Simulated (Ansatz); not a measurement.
The calculation's input:

```
crystal:
  lattice:
    - [-4.1564, -4.1564, 0.0]
    - [4.1564, -4.1564, 0.0]
    - [0.0, 0.0, 5.3204]
  atoms:
    - { symbol: Si, position: [0.4991069, 0.5030319, 0.0002344] }
    - { symbol: Si, position: [0.0027914, 0.4972916, 0.2377065] }
    - { symbol: O, position: [0.1935978, 0.4966592, -0.0030792] }
    - { symbol: O, position: [-0.0014819, 0.1871301, 0.2522602] }
    - { symbol: O, position: [0.8213192, 0.493689, -0.0081056] }
    - { symbol: O, position: [0.0051388, 0.8049167, 0.2451999] }
    - { symbol: Si, position: [0.5036217, 0.497666, 0.4991189] }
    - { symbol: Si, position: [0.0013261, 0.494854, 0.7514741] }
    - { symbol: O, position: [0.1972807, 0.4995768, 0.502441] }
    - { symbol: O, position: [-0.002728, 0.1961709, 0.747243] }
    - { symbol: O, position: [0.8069456, 0.4979663, 0.4942099] }
    - { symbol: Si, position: [0.003614, -0.0002644, -0.0033129] }
    - { symbol: Si, position: [0.4973717, 0.0072946, 0.2541963] }
    - { symbol: O, position: [0.6914865, 0.0019979, -0.002403] }
    - { symbol: O, position: [0.4990484, 0.6936222, 0.2453607] }
    - { symbol: O, position: [0.3029584, -0.0042378, 0.0027463] }
    - { symbol: O, position: [0.5003093, 0.3112912, 0.2467354] }
    - { symbol: Si, position: [0.0039981, 0.0067334, 0.50663] }
    - { symbol: Si, position: [0.5030371, 0.003172, 0.7460314] }
    - { symbol: O, position: [0.6876534, 0.0083544, 0.4927868] }
    - { symbol: O, position: [0.505589, 0.6866737, 0.7493476] }
    - { symbol: O, position: [0.3069375, 0.0052927, 0.4919337] }
    - { symbol: O, position: [0.4876414, 0.3169974, 0.7467617] }
basis:
  ecutwfc: 420.0
kpoints:
  mp_grid: { grid: [2, 2, 2] }
hamiltonian:
  xc: pbe
  dispersion: d3bj
  pseudopotentials: { kind: paw, azcp: { folder: soft_1 } }
scf:
  occupations: { method: fermi_dirac, width: 0.05 }
  lower_state_search: "off"
relax:
  f_tol: 0.03
  max_steps: 60
  adjacent_minimum: "off"
output:
  write_density: true
  write_potential: true
  elf: true
  volumetric_format: npy
```

Launched as:

```sh
ansatz run input.yaml --threads 1 --pin off --max-ram 3072MiB --backend cpu --events-out ev --progress --plain --runs-dir out
```

The fields are those of the run's last geometry, not of the input's.

PAW files of the earlier set (soft_1).

The calculation used DFT PBE-D3(BJ), scalar-relativistic, plane waves, PAW in Ansatz.

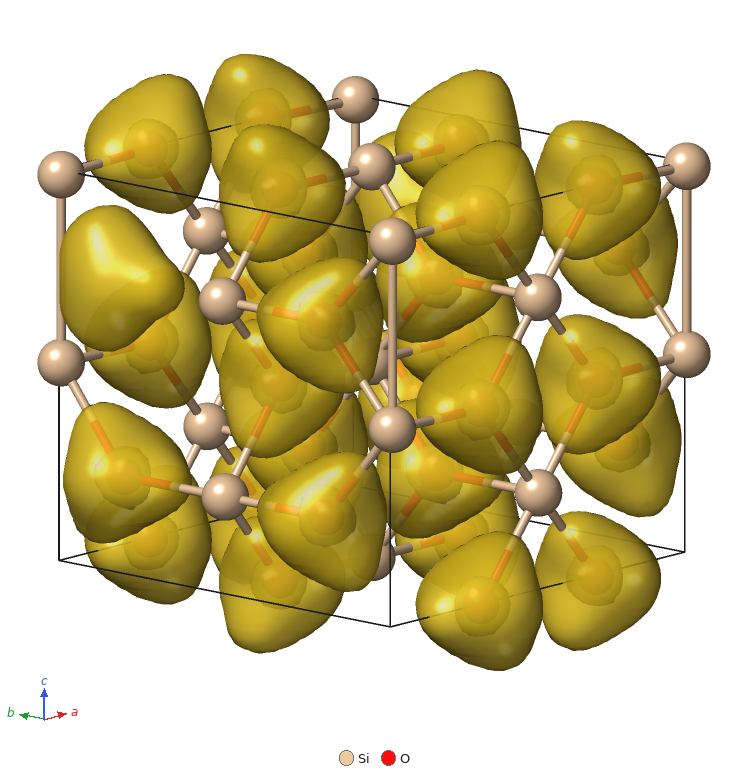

Si$_{8}$O$_{15}$ (cell with a defect). Isosurface of the ELF at 0.7 (yellow), seen at an oblique angle. Only the valence region is drawn (cores and ρ < 0.01 e/Å³ removed). Sticks mark near contacts.

Core electrons are frozen (PAW), and the valence fields are smoothed inside the atomic spheres.

Question: What do the ELF domains correspond to?

Answer: The ELF exceeds this value in 15 regions on O in which the atom's valence shell and bonds are merged and one pocket between the atoms, centred on no nucleus (multi-centre or interstitial), counted in one cell of 23 atoms. Any copies at cell faces, edges or corners count once. Along the contacts the grid gives the following. Si–O (1.75 Å): the ELF peaks at about 0.85 between the atoms. Si–Si (2.56 Å): the ELF is about 0.40 at the midpoint.

Question: Does the calculation give a band gap?

Answer: It is gapped, with a Kohn–Sham gap of 3.3 eV on the k-point mesh, an upper bound to the gap of this method.
